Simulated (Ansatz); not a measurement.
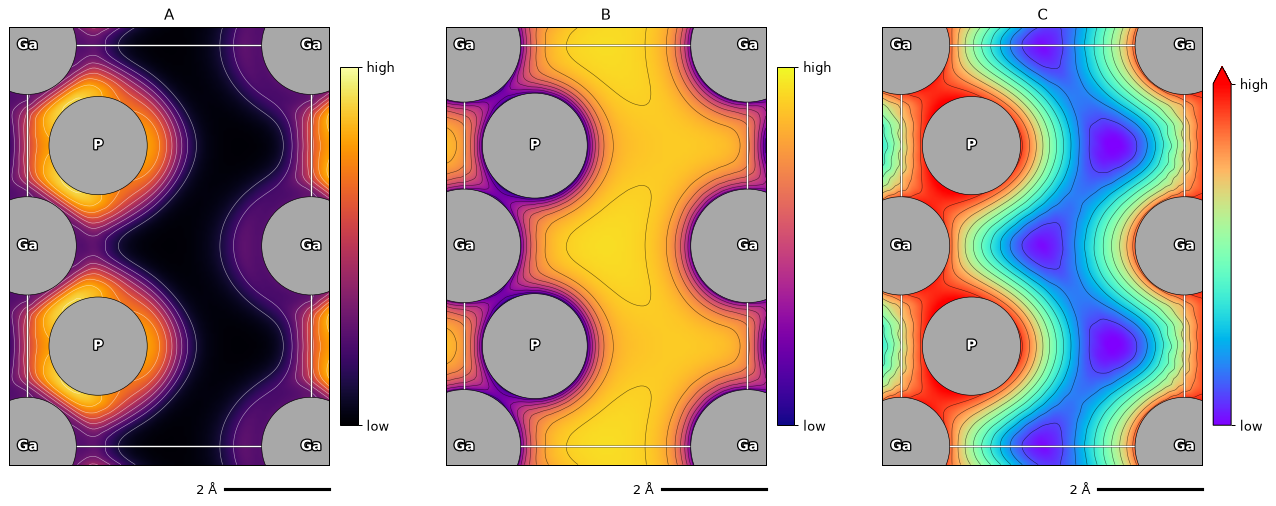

GaP: 3 fields on the (011) plane of the conventional cell, with unlabelled colour scales. Grey discs cover the atomic cores.

Space group F-43m; computed pressure about 3 GPa in this cell.

Level of theory: DFT, PBE, plane-wave PAW, default files, scalar-relativistic, frozen cores in Ansatz.

```
Ga P
1.0
     5.45050    0.00000    0.00000
     0.00000    0.00000   -5.45050
     0.00000    5.45050    0.00000
Ga P
4 4
Cartesian
  2.7252 0.0000 -2.7252
  0.0000 2.7252 -2.7252
  0.0000 0.0000 0.0000
  2.7252 2.7252 0.0000
  1.3626 1.3626 -4.0879
  4.0879 4.0879 -4.0879
  4.0879 1.3626 -1.3626
  1.3626 4.0879 -1.3626
```

> Which field does each panel show? The fields are: electron localisation function, electrostatic potential energy of an electron and valence pseudo-density.

Panel A: electron localisation function. Panel B: electrostatic potential energy of an electron (low next to the atoms, rising into the space between them). Panel C: valence pseudo-density. From the grid: Ga–P (2.36 Å): ρ at the midpoint is about 0.55 e/Å³; the ELF peaks at about 0.90 in the valence shell of P, 0.9 Å from its nucleus, and is about 0.75 at the midpoint.
